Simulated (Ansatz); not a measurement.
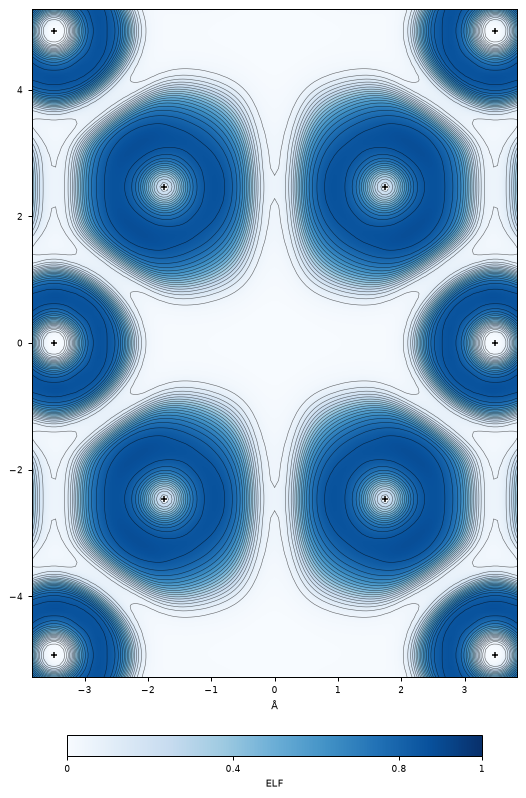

The electron localisation function on a plane through atoms (crosses mark nuclei in the plane).

Theory: DFT PBE, scalar-relativistic, plane waves, PAW in Ansatz.

Candidates:
A. SrCl₂, a = 6.97 Å, b = 6.97 Å, c = 6.97 Å, α = 90.00°, β = 90.00°, γ = 90.00°. Space group Fm-3m.
B. KF, a = 5.35 Å, b = 5.35 Å, c = 5.35 Å, α = 90.00°, β = 90.00°, γ = 90.00°. Space group Fm-3m.

Q: Which system is this?

A: Candidate A: SrCl₂ on the (011) plane of the conventional cell, which holds Sr and Cl. Sr–Cl (3.02 Å): the ELF peaks at about 0.90 in the valence shell of Cl, 0.8 Å from its nucleus, and drops to about 0.05 between the two atoms; a closed-shell, largely ionic contact.
